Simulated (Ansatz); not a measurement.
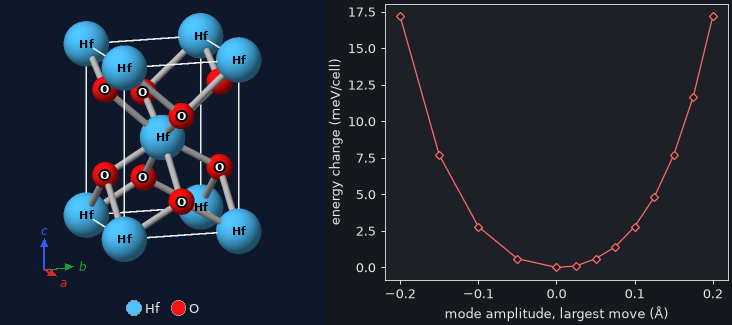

Plotted: energy change against mode amplitude for HfO₂, space group P4_2/nmc (No. 137). The cell is drawn beside the plot.

The given structure:
```
CELL_PARAMETERS angstrom
3.57682 0.00000 0.00000
0.00000 3.57682 0.00000
0.00000 0.00000 5.20267
ATOMIC_POSITIONS crystal
Hf 0.50000 0.50000 0.50000
Hf 0.00000 0.00000 0.00000
O 0.00000 0.50000 0.69616
O 0.50000 0.00000 0.80384
O 0.50000 0.00000 0.30384
O 0.00000 0.50000 0.19616
```

Displacement pattern for amplitude 1 (x, y, z for each atom, in the order of the cell):
```
atom      x     y     z
 Hf1  -0.09  0.00  0.00
 Hf2  -0.09  0.00  0.00
  O3   0.01  0.00  0.00
  O4   0.01  0.00  0.00
  O5   1.00  0.00  0.00
  O6   1.00  0.00  0.00
```

Computed with Ansatz 0.2.0: a normal mode of the cell frozen into a crystal at growing amplitude, by plane-wave density functional theory with PAW datasets, free energies less that of the undisturbed cell, pressure positive in compression; scalar-relativistic. Level: r2SCAN, no spin polarisation.

- wave cutoff: 500 eV
- k mesh: 6×6×6
- occupations: Gaussian
- smearing width: 0.05 eV
- k shift: (0, 0, 0) (mesh steps)
- start: relaxed

The points at mode amplitude −0.15, −0.05, 0.1 and 0.2 follow from computed ones by symmetry.

From this curve and the settings, what does the calculation give for the force along the mode, pressure and gap on the k mesh at the same points?

The force along the mode falls from 0.2484 eV/Å at mode amplitude −0.200 Å to −0.2484 eV/Å at 0.200 Å, and changes sign near 0.000 Å. The pressure goes from 0.370 GPa at mode amplitude −0.200 Å to 0.370 GPa at 0.200 Å, not monotonically, with a low of −0.011 GPa at 0.000 Å, and changes sign near −0.026 Å and 0.034 Å. The gap on the k mesh stays open and runs from 5.224 eV at mode amplitude −0.200 Å to 5.224 eV at 0.200 Å, with its largest value, 5.265 eV, at 0.000 Å.

| mode amplitude, largest move (Å) | force along the mode (eV/Å) | pressure (GPa) | gap on the k mesh (eV) |
| --- | --- | --- | --- |
| −0.200 | 0.2484 | 0.370 | 5.224 |
| −0.150 | 0.1367 | 0.193 | 5.257 |
| −0.100 | 0.0663 | 0.076 | 5.262 |
| −0.050 | 0.0254 | 0.010 | 5.264 |
| 0.000 | 0.0000 | −0.011 | 5.265 |
| 0.025 | −0.0118 | −0.006 | 5.265 |
| 0.050 | −0.0254 | 0.010 | 5.264 |
| 0.075 | −0.0431 | 0.037 | 5.263 |
| 0.100 | −0.0663 | 0.076 | 5.262 |
| 0.125 | −0.0970 | 0.128 | 5.259 |
| 0.150 | −0.1367 | 0.193 | 5.257 |
| 0.175 | −0.1867 | 0.273 | 5.253 |
| 0.200 | −0.2484 | 0.370 | 5.224 |
